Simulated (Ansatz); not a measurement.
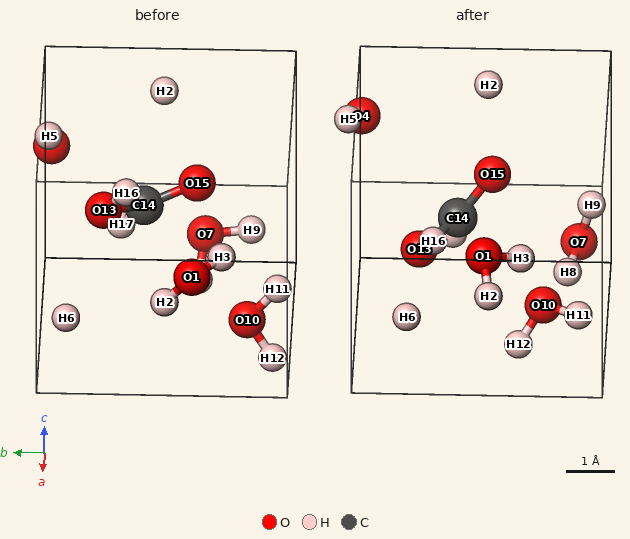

The structure of an amorphous cell of composition H10CO6 before (left) and after (right) a relaxation, at one scale.

A ball-and-stick model of the cell of the calculation, seen from a free direction.

The cell holds 4 H2O + 1 HCOOH. The run prepares the start of a later molecular dynamics calculation, from a guessed geometry.

Computed with DFT r2SCAN, scalar-relativistic, plane waves, PAW in Ansatz 0.2.0.

The input:
```yaml
crystal:
  lattice:
    - [5.270442, 0.0, 0.0]
    - [0.0, 5.270442, 0.0]
    - [0.0, 0.0, 5.270442]
  atoms:
    - { symbol: O, position: [0.165191, 0.4093446, 0.027058] }
    - { symbol: H, position: [0.3144647, 0.5135638, 0.0019928] }
    - { symbol: H, position: [0.2158317, 0.2896697, 0.157004] }
    - { symbol: O, position: [0.4958387, 0.9570497, 0.8483874] }
    - { symbol: H, position: [0.3242244, 0.9742619, 0.7849462] }
    - { symbol: H, position: [0.4736516, 0.9008267, 1.0219363] }
    - { symbol: O, position: [0.8773245, 0.3302432, 0.68898] }
    - { symbol: H, position: [0.9775115, 0.3544617, 0.5368335] }
    - { symbol: H, position: [0.872347, 0.1477858, 0.7103588] }
    - { symbol: O, position: [0.781135, 0.1677419, 0.2256006] }
    - { symbol: H, position: [0.6573394, 0.0511227, 0.2952219] }
    - { symbol: H, position: [0.8828268, 0.0631353, 0.1138476] }
    - { symbol: O, position: [0.3401147, 0.7555884, 0.4481081] }
    - { symbol: C, position: [0.4910185, 0.5893892, 0.5716555] }
    - { symbol: O, position: [0.4276698, 0.37937, 0.6409231] }
    - { symbol: H, position: [0.1756634, 0.6709553, 0.4285246] }
    - { symbol: H, position: [0.6789916, 0.6740211, 0.5992813] }
basis:
  ecutwfc: 500.0
kpoints:
  mp_grid: { grid: [1, 1, 1] }
hamiltonian:
  xc: r2scan
scf:
  occupations: { method: fermi_dirac, width: 0.05 }
  lower_state_search: "off"
relax:
  f_tol: 0.3
  max_steps: 15
  adjacent_minimum: "off"
```

Run as
```bash
ansatz run input.yaml --threads 1 --pin off --max-ram 3072MiB --backend cpu --events-out ev --progress --plain --runs-dir out
```

**Summarise the run.**

The relaxation stopped without meeting its thresholds, so the last structure isn't shown to be converged. It used up its limit of 15 steps. The largest move is that of H12, 1.50 Å roughly along [−1 3 0]. Largest moves by element: H 1.50 Å, O 1.28 Å, C 0.53 Å. The cell doesn't change. Near-neighbour distances that change, for instance: O13–C14 1.350 → 1.316 Å, C14–H17 1.096 → 1.125 Å, O13–H16 0.980 → 1.004 Å, O10–H11 0.969 → 0.986 Å. Bond angles that change, for instance: H2–O1–H3 104.0° → 100.5°, H11–O10–H12 104.0° → 106.6°, O13–C14–H17 109.4° → 112.0°. The energy falls by 3.559 eV per cell of the calculation in 14 geometry steps. The largest force component goes from 2.8 to 1.1 eV/Å.

Limits of the set-up: the periodic images lie only 5.3 Å apart, so the values are limited by the cell's size.
